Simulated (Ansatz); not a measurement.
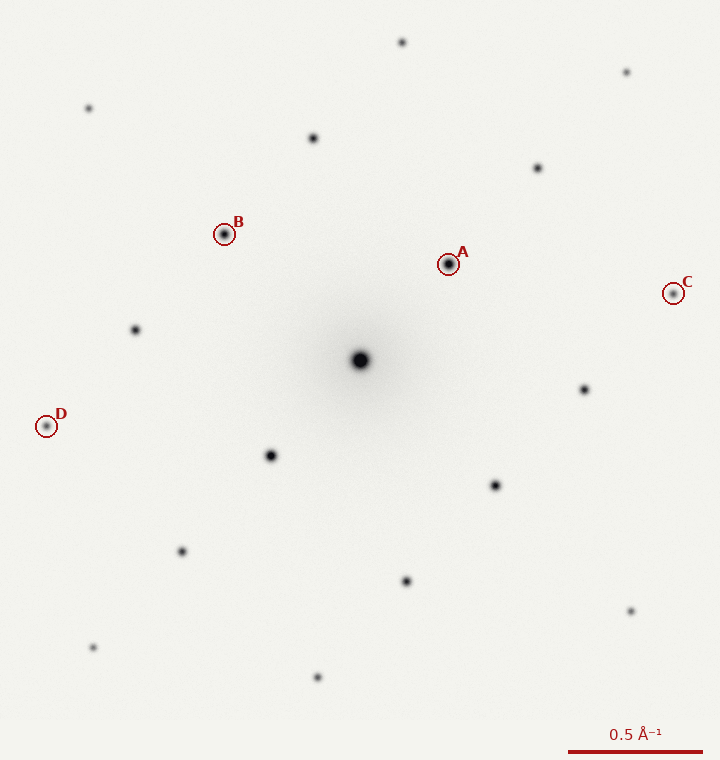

Kinematic zone-axis pattern, calculated for 300 keV electrons with B = 0.5 Å². The zone axis points towards the electron source and the pattern is seen from the source side.

Crystal: Cu, space group Im-3m (No. 229), a = 2.885 Å. Structure: coordinates from a relaxation with DFT, PBE, plane waves (420 eV) with PAW, scalar-relativistic in Ansatz; the starting structure was generated, so it need not be a known form of this composition.

```
atom  site  symmetry       x       y       z
  Cu    2a      m-3m  0.0000  0.0000  0.0000
```

Spot A is indexed -1 1 0 and spot B 0 0 2.

Q: What are the indices of the remaining marked spots?

A: C = 2A − B = -2 2 -2 (d = 0.833 Å). D = −2A + B = 2 -2 2 (d = 0.833 Å).

Q: Which zone axis is this?

A: The cross product of A and B is parallel to [110]; every spot obeys hu + kv + lw = 0.
